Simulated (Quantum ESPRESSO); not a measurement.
**PtS₂: single-point calculation (part 3 of 4)**

PtS₂ (C2/m, 3 atoms in the cell); Kohn-Sham DFT of a periodic cell, PBEsol, DFT+U, PseudoDojo 0.4 SR PBEsol stringent, spin-polarised (Quantum ESPRESSO 7.5); cutoff 857.16 eV, 4×4×4 k-mesh, Gaussian smearing of 0.05 eV, collinear spins. The structure was built on a prototype by a generator; it need not be a known phase. The settings are looser than a standard set-up, so the numbers are not reference values.

Geometry of the input (Å; fractional positions):
```
3.1165  -1.9105  0.0000
3.1165  1.9105  0.0000
-0.0031  0.0000  4.3949
Pt 0.0000  0.0000  0.0000
S  0.6879  0.6879  0.2889
S  0.3121  0.3121  0.7111
```

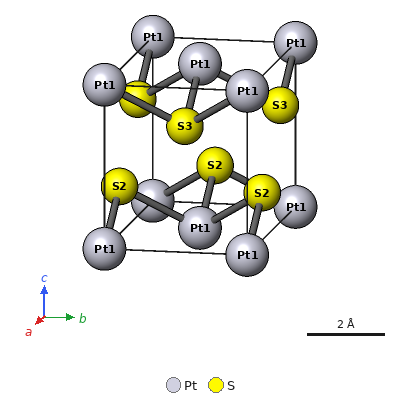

Figure 1. The structure as given in the input (ball-and-stick view of the cell 2 times as large as that of the calculation, set on its symmetry axes, seen slightly off an axis; atoms are numbered from 1 in the order of the input).

What the program printed, continued:
```
   -86.6242 -40.9948 -40.8149 -40.7131  -3.1585  -1.6815   2.9942   4.3243
     4.9629   6.8214   7.4820   7.6708   8.1574   9.0063  10.6867  11.4435
    13.0294  16.1891  16.5926  19.6602  21.9026  22.8485  23.3587  24.2533
    24.4157

          k = 0.1466-0.2392 0.0001 (  2992 PWs)   bands (ev):

   -86.6235 -40.9932 -40.8117 -40.7145  -3.6869  -1.3861   4.1682   4.4799
     5.0601   6.1925   6.7829   7.7442   8.8972   9.0640   9.6689  12.6444
    13.0571  17.0388  17.2884  18.5514  20.4112  20.8548  21.1967  22.0607
    24.3570

          k = 0.1466-0.2392 0.2080 (  2981 PWs)   bands (ev):

   -86.6234 -40.9926 -40.8119 -40.7139  -3.5956  -1.4718   3.5728   4.2856
     5.2214   6.0016   6.9935   7.8018   9.4690  10.1512  11.0552  11.3288
    11.8094  15.8825  17.0325  18.9103  20.8006  21.3113  22.3725  23.4538
    24.6243

          k = 0.1466-0.2392-0.4158 (  2971 PWs)   bands (ev):

   -86.6234 -40.9925 -40.8114 -40.7134  -3.0824  -2.2647   3.9511   4.3404
     4.8322   6.4446   6.9441   7.7989   9.4047   9.7465  10.4443  11.8952
    12.3503  16.0569  17.4446  20.0935  20.5007  20.6818  21.6872  22.3246
    24.7092

          k = 0.1466-0.2392-0.2078 (  2981 PWs)   bands (ev):

   -86.6234 -40.9927 -40.8118 -40.7138  -3.2821  -2.0534   4.2116   4.5803
     5.3031   6.3719   6.5978   7.9468   8.6496   8.9645   9.2941  12.8924
    13.5727  17.6161  17.9395  18.5585  19.3248  19.7835  21.6218  22.2224
    24.0053

          k = 0.2932 0.0000 0.0002 (  2968 PWs)   bands (ev):

   -86.6225 -40.9960 -40.8087 -40.7137  -3.5708  -1.4891   4.4918   4.8251
     5.2517   5.6587   6.3721   7.5604   8.8732   9.0976   9.8954  12.4232
    13.2936  16.7797  17.6673  19.0771  19.2724  20.4415  20.9111  21.3172
    24.9042

          k = 0.2932 0.0000 0.2081 (  2977 PWs)   bands (ev):

   -86.6227 -40.9964 -40.8089 -40.7143  -3.4719  -1.7054   4.0300   5.1187
     5.8745   5.9637   6.0617   7.6449   8.3705   9.0726   9.5105  12.8561
    13.3078  17.3577  18.4959  18.5843  18.6232  20.1985  21.4309  22.0440
    24.3342

          k = 0.2932 0.0000-0.4157 (  2968 PWs)   bands (ev):

   -86.6228 -40.9960 -40.8089 -40.7139  -3.2003  -2.0863   3.8960   4.8735
     5.3039   6.0747   6.3411   7.8990   9.3575   9.6692  10.3324  11.6380
    11.9408  16.0861  17.9227  20.1351  20.5560  20.8802  21.3435  22.3847
    25.2239

          k = 0.2932 0.0000-0.2077 (  2976 PWs)   bands (ev):

   -86.6227 -40.9958 -40.8089 -40.7148  -3.3617  -1.8013   4.1113   4.6826
     4.9668   5.9960   6.4306   7.9367   9.3632  10.0989  10.8876  11.0088
    11.9330  15.8642  17.1882  19.4658  20.7005  21.3130  21.5079  23.6269
    23.9365

          k =-0.1466-0.7175-0.0001 (  2969 PWs)   bands (ev):

   -86.6229 -40.9984 -40.8140 -40.7132  -2.7700  -2.1786   4.2398   4.9101
     5.1781   5.8147   6.4703   7.6979   8.3372   8.6184  10.8289  11.3900
    12.3444  15.8311  18.6573  19.0877  20.2561  20.9324  21.7146  24.8409
    25.0633

          k =-0.1466-0.7175 0.2078 (  2993 PWs)   bands (ev):

   -86.6233 -40.9997 -40.8147 -40.7147  -3.0150  -1.8998   4.2590   4.3967
     5.4621   5.8707   6.6044   7.6641   7.9915   9.1243   9.6718  11.6232
    13.0549  17.4045  17.9861  19.4119  19.8826  20.7226  22.0118  24.5193
    24.7129

          k =-0.1466-0.7175-0.4160 (  2978 PWs)   bands (ev):

   -86.6228 -40.9989 -40.8145 -40.7139  -3.0528  -1.8546   3.8830   4.2448
     5.4987   6.3641   7.0296   7.5872   8.0417   8.2935   9.2547  12.7209
    13.3394  17.1149  17.5587  19.7751  21.0990  21.3810  22.2514  22.4509
    23.6537

          k =-0.1466-0.7175-0.2080 (  2994 PWs)   bands (ev):

   -86.6234 -40.9996 -40.8147 -40.7149  -2.8249  -2.1191   3.9579   4.5901
     5.4169   6.0125   6.6854   7.6684   8.1450   8.7968   9.8043  12.1455
    12.8910  16.4335  18.1572  18.9657  19.6856  21.4992  22.8123  24.1963
    24.9724

          k = 0.0000-0.4783 0.0000 (  2997 PWs)   bands (ev):

   -86.6236 -40.9971 -40.8165 -40.7146  -2.9148  -2.0979   4.2541   4.9914
     5.0368   5.7885   6.1388   7.7281   8.6141   9.1472  10.3889  11.7705
    11.9706  16.0370  19.2090  19.4374  19.6560  21.6681  22.4215  24.2808
    24.3491

          k = 0.0000-0.4783 0.2079 (  2981 PWs)   bands (ev):

   -86.6229 -40.9962 -40.8162 -40.7139  -2.8120  -2.2043   4.0695   4.4093
     5.2127   5.9381   6.7589   7.7258   8.1355   9.1235  10.1620  11.5122
    13.1902  16.7953  18.8933  18.9400  20.0807  21.7839  21.8717  23.8726
    24.3481

          k = 0.0000-0.4783-0.4159 (  2972 PWs)   bands (ev):

   -86.6227 -40.9962 -40.8163 -40.7130  -2.6316  -2.3917   3.9142   4.0248
     5.6365   5.8101   6.9880   7.7775   8.6741   8.8126   8.9597  12.4820
    13.6868  17.7420  18.2763  18.9409  20.3394  21.2031  21.8155  23.4699
    23.5153

          k = 0.0000-0.4783-0.2079 (  2981 PWs)   bands (ev):

   -86.6229 -40.9962 -40.8162 -40.7139  -2.8120  -2.2042   4.0694   4.4094
     5.2128   5.9382   6.7587   7.7258   8.1354   9.1234  10.1622  11.5124
    13.1901  16.7953  18.8933  18.9400  20.0808  21.7839  21.8717  23.8726
    24.3473

          k =-0.2932 0.4783-0.0002 (  2996 PWs)   bands (ev):

   -86.6251 -40.9962 -40.8148 -40.7138  -2.7991  -2.2983   4.0704   4.7830
     5.1071   7.2399   7.4565   7.5545   7.7034   8.3931   8.4019  11.4912
    13.8231  17.5916  18.5385  19.0758  19.1301  21.2226  22.3721  23.0724
    24.8609

          k =-0.2932 0.4783 0.2077 (  2995 PWs)   bands (ev):

   -86.6249 -40.9960 -40.8154 -40.7141  -3.0081  -1.9782   3.6635   4.5381
     4.7300   7.2652   7.4081   7.7468   8.0763   8.2357   9.3814  12.3893
    12.9206  16.4086  17.1042  20.4588  20.6552  21.7858  22.5408  23.4597
    24.4571

          k =-0.2932 0.4783-0.4161 (  2972 PWs)   bands (ev):

   -86.6242 -40.9948 -40.8149 -40.7131  -3.1585  -1.6816   2.9943   4.3243
     4.9626   6.8213   7.4822   7.6708   8.1573   9.0063  10.6869  11.4436
    13.0292  16.1893  16.5925  19.6601  21.9026  22.8486  23.3586  24.2532
    24.4156

          k =-0.1466 0.7175-0.0001 (  2969 PWs)   bands (ev):

   -86.6229 -40.9984 -40.8140 -40.7132  -2.7700  -2.1786   4.2398   4.9100
     5.1781   5.8148   6.4704   7.6978   8.3372   8.6182  10.8291  11.3901
    12.3443  15.8311  18.6573  19.0878  20.2560  20.9325  21.7144  24.8411
    25.0631

          k =-0.1466 0.7175 0.2078 (  2993 PWs)   bands (ev):

   -86.6233 -40.9997 -40.8147 -40.7147  -3.0150  -1.8998   4.2591   4.3965
     5.4622   5.8707   6.6043   7.6641   7.9915   9.1241   9.6720  11.6231
    13.0550  17.4044  17.9862  19.4118  19.8826  20.7227  22.0117  24.5191
    24.7127

          k =-0.1466 0.7175-0.4160 (  2978 PWs)   bands (ev):

   -86.6228 -40.9989 -40.8145 -40.7139  -3.0528  -1.8546   3.8831   4.2447
     5.4986   6.3641   7.0296   7.5871   8.0417   8.2936   9.2549  12.7207
    13.3395  17.1149  17.5587  19.7750  21.0990  21.3810  22.2514  22.4507
    23.6537

          k =-0.1466 0.7175-0.2080 (  2994 PWs)   bands (ev):

   -86.6234 -40.9996 -40.8147 -40.7149  -2.8249  -2.1191   3.9579   4.5900
     5.4169   6.0126   6.6854   7.6683   8.1450   8.7969   9.8044  12.1456
    12.8908  16.4335  18.1571  18.9657  19.6855  21.4991  22.8122  24.1963
    24.9717

          k =-0.5865 0.0000-0.0004 (  2988 PWs)   bands (ev):

   -86.6241 -41.0020 -40.8108 -40.7144  -2.5911  -2.2818   3.3809   5.4646
     5.8722   6.8218   7.1113   7.2183   7.4594   8.4401   8.5762  12.3646
    13.4124  16.7023  17.6377  18.0781  18.2220  22.4162  23.1041  23.6716
    25.3186

          k =-0.5865 0.0000 0.2075 (  2966 PWs)   bands (ev):

   -86.6234 -41.0009 -40.8103 -40.7139  -3.0709  -1.7384   3.6131   4.9496
     5.1296   7.0774   7.3600   7.4076   7.8105   8.1558   8.9724  12.2055
    12.8562  16.0949  17.4628  19.6820  20.2288  22.0387  22.8916  23.8869
    24.9120

          k =-0.5865 0.0000-0.4163 (  2996 PWs)   bands (ev):

   -86.6240 -41.0018 -40.8129 -40.7147  -3.3229  -1.4019   3.5720   4.6333
     5.4092   6.0112   7.4088   7.4407   8.3348   8.8305   9.4699  10.9241
    12.6291  17.1997  17.3861  20.2599  21.7291  22.2654  23.1970  23.5830
    24.6720

 ------ SPIN DOWN ----------

          k = 0.0000 0.0000 0.0000 (  2983 PWs)   bands (ev):

   -85.9934 -40.2246 -40.0511 -40.0039  -2.9882   0.9749   4.5638   5.6390
     5.6571   7.8862   8.0751   9.9129  10.9003  11.8325  12.5268  12.9375
    13.5191  15.8300  17.0666  18.6152  21.0614  23.8928  24.1332  24.4917
    25.3271

          k = 0.0000 0.0000 0.2079 (  2981 PWs)   bands (ev):

   -85.9937 -40.2246 -40.0503 -40.0042  -2.6151  -0.0593   5.6354   5.7562
     5.7915   7.8275   7.9633   9.8680  10.6348  10.6906  11.7418  13.9343
    14.2208  16.4675  18.4290  18.8288  20.5288  22.4141  22.6948  23.0109
    24.8793

          k = 0.0000 0.0000-0.4159 (  3000 PWs)   bands (ev):

   -85.9948 -40.2255 -40.0522 -40.0041  -1.6079  -1.5230   5.6968   5.9673
     6.8973   7.8580   7.8597   9.6553   9.9787  10.4709  10.6263  14.9091
    15.0093  17.8762  18.9242  19.3924  19.7234  21.4561  21.6523  22.1245
    22.4841

          k = 0.1466 0.2392 0.0001 (  2992 PWs)   bands (ev):

   -85.9931 -40.2278 -40.0552 -40.0045  -2.3678   0.2124   5.3243   5.9503
     6.2441   7.6747   7.7468   8.7973  10.0680  10.2813  10.9262  14.1321
    14.4520  17.8057  18.3163  19.4905  21.3296  21.7127  22.1146  22.9328
    25.3097

          k = 0.1466 0.2392 0.2080 (  2981 PWs)   bands (ev):

   -85.9929 -40.2272 -40.0554 -40.0038  -2.1961   0.0075   4.7905   5.8136
     6.5732   7.1514   7.9016   8.8497  10.6791  11.4532  12.4083  12.7355
    13.1760  16.8363  17.8479  19.7928  21.6808  22.2437  23.2348  24.4413
    25.6430

          k = 0.1466 0.2392-0.4158 (  2971 PWs)   bands (ev):

   -85.9929 -40.2271 -40.0549 -40.0033  -1.5538  -0.9418   5.2470   5.8144
     6.2080   7.4959   7.8684   8.8948  10.5837  11.1710  11.7313  13.3100
    13.7266  16.8900  18.3522  20.9845  21.3659  21.6514  22.6657  23.1579
    25.6841

          k = 0.1466 0.2392-0.2078 (  2981 PWs)   bands (ev):

   -85.9929 -40.2273 -40.0553 -40.0037  -1.9580  -0.4906   5.4402   6.1251
     6.4484   7.4907   7.7543   9.1772   9.8829  10.0993  10.4774  14.4363
    15.0027  18.3556  18.9504  19.3531  20.2246  20.6558  22.6099  23.2729
    24.9999

          k =-0.2932-0.4783-0.0002 (  2996 PWs)   bands (ev):

   -85.9942 -40.2309 -40.0584 -40.0039  -1.1903  -0.8891   5.2063   6.1463
     6.4297   8.4060   8.4873   8.7119   8.9271   9.4709   9.5535  12.9316
    15.2904  18.6175  19.2893  19.9874  20.0350  22.1942  23.3389  24.1208
    26.0589

          k =-0.2932-0.4783 0.2077 (  2995 PWs)   bands (ev):

   -85.9941 -40.2306 -40.0590 -40.0042  -1.3724  -0.5480   4.7229   5.9379
     6.0676   8.2759   8.4346   8.9927   9.1523   9.3573  10.7370  13.8910
    14.3102  17.2082  18.0361  21.4508  21.6655  22.6688  23.5398  24.5098
    25.5795

          k =-0.2932-0.4783-0.4161 (  2972 PWs)   bands (ev):

   -85.9934 -40.2295 -40.0585 -40.0031  -1.4817  -0.2398   4.0620   5.8544
     6.0619   7.9233   8.4373   9.0709   9.0986  10.1248  12.0303  12.8508
    14.5102  16.9854  17.6936  20.5839  22.8606  23.6728  24.2659  25.4353
    25.4508

          k = 0.1466-0.2392 0.0001 (  2992 PWs)   bands (ev):

   -85.9931 -40.2278 -40.0552 -40.0045  -2.3678   0.2124   5.3242   5.9504
     6.2446   7.6749   7.7463   8.7969  10.0679  10.2814  10.9265  14.1322
    14.4518  17.8057  18.3163  19.4905  21.3295  21.7127  22.1146  22.9327
    25.3096

          k = 0.1466-0.2392 0.2080 (  2981 PWs)   bands (ev):

   -85.9929 -40.2272 -40.0553 -40.0038  -2.1961   0.0074   4.7904   5.8136
     6.5742   7.1514   7.9008   8.8495  10.6791  11.4534  12.4083  12.7354
    13.1759  16.8363  17.8480  19.7928  21.6809  22.2437  23.2348  24.4413
    25.6430

          k = 0.1466-0.2392-0.4158 (  2971 PWs)   bands (ev):

   -85.9929 -40.2271 -40.0549 -40.0033  -1.5537  -0.9418   5.2470   5.8144
     6.2077   7.4961   7.8685   8.8948  10.5837  11.1707  11.7313  13.3101
    13.7266  16.8901  18.3523  20.9845  21.3659  21.6514  22.6656  23.1578
    25.6839

          k = 0.1466-0.2392-0.2078 (  2981 PWs)   bands (ev):

   -85.9929 -40.2273 -40.0553 -40.0037  -1.9580  -0.4904   5.4402   6.1250
     6.4481   7.4900   7.7553   9.1772   9.8830  10.0992  10.4772  14.4364
    15.0026  18.3557  18.9504  19.3531  20.2246  20.6557  22.6098  23.2730
    24.9999

          k = 0.2932 0.0000 0.0002 (  2968 PWs)   bands (ev):

   -85.9922 -40.2305 -40.0522 -40.0038  -2.2624   0.1436   5.6041   6.2538
     6.3898   7.0601   7.5525   8.5278   9.9917  10.3599  11.2279  13.9309
    14.7269  17.5903  18.6531  19.9720  20.0652  21.2669  21.8198  22.1850
    25.9629

          k = 0.2932 0.0000 0.2081 (  2977 PWs)   bands (ev):

   -85.9924 -40.2310 -40.0524 -40.0043  -2.0908  -0.1706   5.2388   6.6836
     6.9301   7.1241   7.3235   8.6079   9.6793  10.2843  10.7372  14.3296
    14.7191  18.2483  19.3739  19.4899  19.5100  21.0188  22.4235  23.0024
    25.2674

          k = 0.2932 0.0000-0.4157 (  2968 PWs)   bands (ev):

   -85.9924 -40.2305 -40.0524 -40.0039  -1.6434  -0.7773   5.2426   6.3736
     6.5725   7.1249   7.4348   8.8537  10.5613  10.9721  11.6568  13.0242
    13.2613  17.0097  18.8869  21.0579  21.4442  21.6850  22.3489  23.2729
    26.2471

          k = 0.2932 0.0000-0.2077 (  2976 PWs)   bands (ev):

   -85.9924 -40.2304 -40.0524 -40.0048  -1.9688  -0.3061   5.3695   6.1090
     6.3384   7.1255   7.4581   8.8932  10.5384  11.4386  12.3181  12.3597
    13.2578  16.8003  18.1059  20.2328  21.5912  22.2046  22.3811  24.5330
    25.1041

          k =-0.1466-0.7175-0.0001 (  2969 PWs)   bands (ev):

   -85.9925 -40.2327 -40.0573 -40.0033  -1.3246  -0.5469   5.3259   6.0343
     6.6300   6.9203   7.6660   8.7732   9.4673   9.8223  12.1267  12.7779
    13.7382  16.7887  19.5305  19.8888  21.2035  21.7569  22.7841  25.8693
    26.1704

          k =-0.1466-0.7175 0.2078 (  2993 PWs)   bands (ev):

   -85.9930 -40.2341 -40.0580 -40.0048  -1.4422  -0.3601   5.3420   5.5996
     6.7084   7.1779   7.7037   8.7525   9.0203  10.3548  10.9252  13.0575
    14.4933  18.5071  18.8008  20.2618  20.7715  21.6268  23.0426  25.6079
    25.7004

          k =-0.1466-0.7175-0.4160 (  2978 PWs)   bands (ev):

   -85.9925 -40.2333 -40.0578 -40.0040  -1.3974  -0.3589   4.9900   5.3877
     6.7707   7.7029   8.0019   8.6344   9.3556   9.4281  10.3734  14.2457
    14.7981  18.0669  18.5162  20.6748  22.0811  22.3409  23.1027  23.4884
    24.5910

          k =-0.1466-0.7175-0.2080 (  2994 PWs)   bands (ev):

   -85.9930 -40.2340 -40.0580 -40.0051  -1.2624  -0.5662   5.1220   5.6794
     6.4994   7.3104   8.1093   8.8232   9.1352   9.9436  10.9858  13.5308
    14.3912  17.4874  19.0504  19.8231  20.5407  22.3766  23.8021  25.3134
    26.0516

          k = 0.0000-0.4783 0.0000 (  2997 PWs)   bands (ev):

   -85.9933 -40.2312 -40.0599 -40.0047  -1.4801  -0.4797   5.6597   6.0030
     6.1620   6.8353   7.6597   8.6669   9.8464  10.3486  11.5522  13.2343
    13.2798  17.0309  20.0687  20.2627  20.6657  22.5400  23.5325  25.3309
    25.3730

          k = 0.0000-0.4783 0.2079 (  2981 PWs)   bands (ev):

   -85.9926 -40.2304 -40.0596 -40.0039  -1.3246  -0.5975   5.2601   5.6158
     6.3551   7.1011   8.1802   8.6813   9.2362  10.2646  11.3927  12.9665
    14.6130  17.8373  19.6974  19.8976  20.9797  22.6998  22.8997  24.9740
    25.3569

          k = 0.0000-0.4783-0.4159 (  2972 PWs)   bands (ev):

   -85.9924 -40.2304 -40.0597 -40.0031  -1.0097  -0.8792   5.0534   5.1591
     7.0064   7.1227   7.9572   8.7089   9.9530   9.9703  10.1386  14.0498
    15.1466  18.8242  19.0960  19.8479  21.2402  22.0997  22.8040  24.5093
    24.5490

          k = 0.0000-0.4783-0.2079 (  2981 PWs)   bands (ev):

   -85.9926 -40.2304 -40.0596 -40.0039  -1.3246  -0.5974   5.2603   5.6155
     6.3550   7.1006   8.1809   8.6812   9.2363  10.2648  11.3927  12.9663
    14.6131  17.8373  19.6974  19.8976  20.9797  22.6998  22.8996  24.9740
    25.3570

          k =-0.2932 0.4783-0.0002 (  2996 PWs)   bands (ev):

   -85.9942 -40.2309 -40.0584 -40.0039  -1.1902  -0.8891   5.2072   6.1463
     6.4291   8.4060   8.4869   8.7117   8.9270   9.4711   9.5535  12.9319
    15.2902  18.6175  19.2894  19.9873  20.0349  22.1943  23.3389  24.1207
    26.0589

          k =-0.2932 0.4783 0.2077 (  2995 PWs)   bands (ev):

   -85.9941 -40.2306 -40.0590 -40.0042  -1.3723  -0.5480   4.7231   5.9381
     6.0673   8.2754   8.4343   8.9935   9.1521   9.3571  10.7370  13.8910
    14.3102  17.2082  18.0361  21.4509  21.6654  22.6688  23.5398  24.5097
    25.5796

          k =-0.2932 0.4783-0.4161 (  2972 PWs)   bands (ev):

   -85.9934 -40.2295 -40.0585 -40.0032  -1.4815  -0.2398   4.0621   5.8540
     6.0620   7.9237   8.4366   9.0717   9.0983  10.1247  12.0303  12.8506
    14.5103  16.9854  17.6937  20.5838  22.8606  23.6728  24.2660  25.4353
    25.4508

          k =-0.1466 0.7175-0.0001 (  2969 PWs)   bands (ev):

   -85.9925 -40.2327 -40.0573 -40.0033  -1.3245  -0.5469   5.3258   6.0350
     6.6301   6.9199   7.6654   8.7733   9.4672   9.8225  12.1267  12.7779
    13.7383  16.7887  19.5305  19.8888  21.2035  21.7569  22.7842  25.8688
    26.1706

          k =-0.1466 0.7175 0.2078 (  2993 PWs)   bands (ev):

   -85.9930 -40.2341 -40.0580 -40.0048  -1.4421  -0.3601   5.3422   5.5995
     6.7076   7.1782   7.7043   8.7525   9.0201  10.3547  10.9251  13.0576
    14.4932  18.5072  18.8007  20.2618  20.7715  21.6268  23.0426  25.6079
    25.7003

          k =-0.1466 0.7175-0.4160 (  2978 PWs)   bands (ev):

   -85.9925 -40.2333 -40.0578 -40.0040  -1.3973  -0.3588   4.9901   5.3872
     6.7707   7.7030   8.0024   8.6345   9.3554   9.4275  10.3735  14.2458
    14.7981  18.0668  18.5162  20.6748  22.0812  22.3410  23.1027  23.4884
    24.5911

          k =-0.1466 0.7175-0.2080 (  2994 PWs)   bands (ev):

   -85.9930 -40.2340 -40.0580 -40.0051  -1.2624  -0.5661   5.1217   5.6801
     6.4989   7.3104   8.1098   8.8229   9.1350   9.9435  10.9858  13.5308
    14.3913  17.4874  19.0504  19.8232  20.5406  22.3767  23.8022  25.3134
    26.0523

          k =-0.5865 0.0000-0.0004 (  2988 PWs)   bands (ev):

   -85.9935 -40.2366 -40.0544 -40.0047  -1.1783  -0.5741   4.3479   6.8288
     7.0315   8.0534   8.3701   8.4324   8.6159   9.5939   9.6498  13.7601
    14.9308  17.8030  18.3002  18.9922  19.0436  23.2695  24.0542  24.6579
    26.4584

          k =-0.5865 0.0000 0.2075 (  2966 PWs)   bands (ev):

   -85.9928 -40.2355 -40.0539 -40.0041  -1.4348  -0.2402   4.5685   6.2927
     6.4698   8.1929   8.3485   8.6239   9.0220   9.1663  10.3205  13.6267
    14.2799  16.9696  18.3860  20.7018  21.1441  23.0427  23.7026  24.9638
    25.9155

          k =-0.5865 0.0000-0.4163 (  2996 PWs)   bands (ev):

   -85.9935 -40.2364 -40.0565 -40.0050  -1.6042   0.0232   4.6308   6.1562
     6.3874   7.2296   8.3685   8.6318   9.3364  10.0239  10.7286  12.3489
    14.0219  18.1659  18.5201  21.2180  22.7212  23.0959  23.9443  24.8044
    25.6632

     the spin up/dw Fermi energies are    14.4805    9.9503 ev

!    total energy              =    -304.79974030 Ry
     estimated scf accuracy    <       0.00000010 Ry
     smearing contrib. (-TS)   =      -0.00017621 Ry
     internal energy E=F+TS    =    -304.79956409 Ry

     The total energy is F=E-TS. E is the sum of the following terms:
     one-electron contribution =    -119.47137745 Ry
     hartree contribution      =      73.00594002 Ry
     xc contribution           =     -59.93620245 Ry
     ewald contribution        =    -198.49038551 Ry
     Hubbard energy            =       0.09246130 Ry

     total magnetization       =     4.00 Bohr mag/cell
     absolute magnetization    =     4.00 Bohr mag/cell

     convergence has been achieved in  51 iterations

     Forces acting on atoms (cartesian axes, Ry/au):

     atom    1 type  1   force =     0.00000015    0.00000043   -0.00000014
     atom    2 type  2   force =    -0.02422162    0.00000244   -0.01581596
     atom    3 type  2   force =     0.02422148   -0.00000286    0.01581610

     Total force =     0.040910     Total SCF correction =     0.000181

=------------------------------------------------------------------------------=
   JOB DONE.
=------------------------------------------------------------------------------=
```
